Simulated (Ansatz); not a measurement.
Consider Al27H (cell with a defect).

Input

```
crystal:
  lattice:
    - [0.0, 6.062185216, -6.062185216]
    - [6.062185216, 6.062185216, 0.0]
    - [6.062185216, 0.0, -6.062185216]
  atoms:
    - { symbol: Al, position: [0.6666666667, 0.0, 0.6666666667] }
    - { symbol: Al, position: [0.6666666667, 0.3333333333, 0.6666666667] }
    - { symbol: Al, position: [0.6666666667, 0.6666666667, 0.6666666667] }
    - { symbol: Al, position: [0.3333333333, 1.0, 0.6666666667] }
    - { symbol: Al, position: [0.3333333333, 0.3333333333, 0.6666666667] }
    - { symbol: Al, position: [0.3333333333, 0.6666666667, 0.6666666667] }
    - { symbol: Al, position: [0.0, 0.0, 0.6666666667] }
    - { symbol: Al, position: [0.0, 0.3333333333, 0.6666666667] }
    - { symbol: Al, position: [0.0, 0.6666666667, 0.6666666667] }
    - { symbol: Al, position: [0.6666666667, 1.0, 0.3333333333] }
    - { symbol: Al, position: [0.6666666667, 0.3333333333, 0.3333333333] }
    - { symbol: Al, position: [0.6666666667, 0.6666666667, 0.3333333333] }
    - { symbol: Al, position: [0.3333333333, 0.0, 0.3333333333] }
    - { symbol: Al, position: [0.3333333333, 0.3333333333, 0.3333333333] }
    - { symbol: Al, position: [0.3333333333, 0.6666666667, 0.3333333333] }
    - { symbol: Al, position: [0.0, 0.0, 0.3333333333] }
    - { symbol: Al, position: [0.0, 0.3333333333, 0.3333333333] }
    - { symbol: Al, position: [0.0, 0.6666666667, 0.3333333333] }
    - { symbol: Al, position: [0.6666666667, 0.0, 0.0] }
    - { symbol: Al, position: [0.6666666667, 0.3333333333, 0.0] }
    - { symbol: Al, position: [0.6666666667, 0.6666666667, 0.0] }
    - { symbol: Al, position: [0.3333333333, 0.0, 0.0] }
    - { symbol: Al, position: [0.3333333333, 0.3333333333, 0.0] }
    - { symbol: Al, position: [0.3333333333, 0.6666666667, 0.0] }
    - { symbol: Al, position: [0.0, 0.0, 0.0] }
    - { symbol: Al, position: [0.0, 0.3333333333, 0.0] }
    - { symbol: Al, position: [0.0, 0.6666666667, 0.0] }
    - { symbol: H, position: [0.8422310081, 0.5081907458, 0.8179121715] }
basis:
  ecutwfc: 420
  xc_grid: 2
kpoints:
  mp_grid: { grid: [3, 3, 3], shift: [0.0, 0.0, 0.0] }
hamiltonian:
  xc: pbe
scf:
  occupations: { method: gaussian, width: 0.1 }
output:
  forces: true
  stress: false
  eigenvalues: true
  write_density: true
  write_potential: true
  elf: true
  volumetric_format: npy
relax:
  adjacent_minimum: "off"
  f_tol: 0.02
  max_steps: 60
```

Launched as:

```sh
ansatz run input.yaml --threads 4 --pin off --max-ram 10240MiB --backend cpu --events-out ev --progress --plain --runs-dir out
```

The fields are those of the run's last geometry, not of the input's.

Method: DFT PBE, scalar-relativistic, plane waves, PAW in Ansatz 0.2.0.

Q: What will maps of the valence pseudo-density and electron localisation function show?

A: Al–H (2.05 Å): ρ is about 0.24 e/Å³ halfway; the ELF climbs to about 1 towards the hydrogen.
Al–Al (2.84 Å): ρ at the midpoint is about 0.21 e/Å³; the ELF peaks at about 0.65 between the atoms.
Al–Al (2.90 Å): the density is about 0.19 e/Å³ at the midpoint; the ELF is about 0.50 at the midpoint.

Q: Metal or insulator at this level of theory?

A: It is metallic or semimetallic at this level of theory: no gap opens.

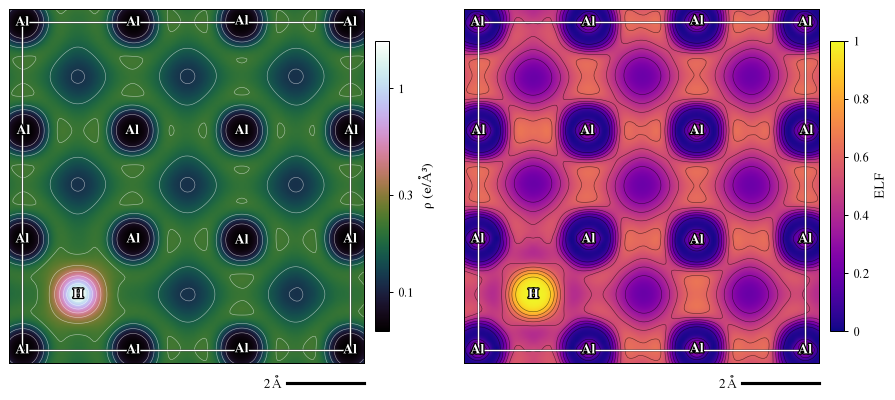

Computed valence pseudo-density and electron localisation function on the (110) plane of the calculation cell, in this order. 

Core electrons are frozen (PAW), and the valence fields are smoothed inside the atomic spheres.
